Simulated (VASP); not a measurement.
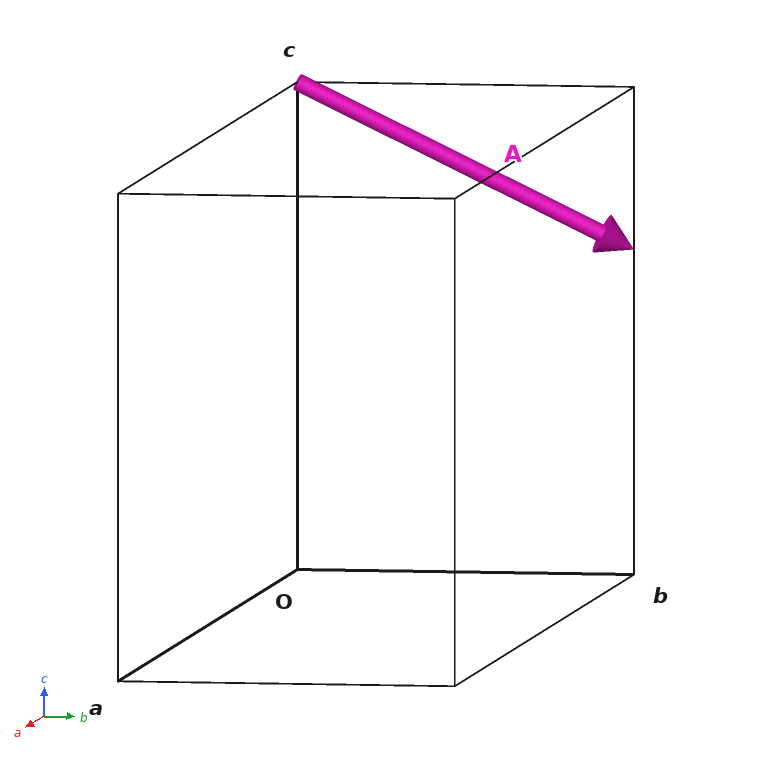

Crystal: Dy, an entry of the Crystallography Open Database, as set up for an electronic-structure calculation. The arrow starts at a corner of the unit cell and ends on its surface; where a tip isn't a corner, dashed lines run from it parallel to the axes. All values are computed from the atomic coordinates in the standard setting (tolerance 0.002 Å).

a = 3.590 Å, b = 3.590 Å, c = 5.647 Å, α = 90.00°, β = 90.00°, γ = 120.00°.

Q: Index the direction.

A: Arrow A runs from (0, 0, 1) to (0, 1, 2/3), so [0 3 −1], in four indices [−1 2 −1 −1].

Q: How long is the vector ua + vb + wc?

A: 12.162 Å.

Q: In P6_3/mmc (No. 194), how many directions are equivalent to A (Laue class 6/mmm, both senses counted)?

A: 12.
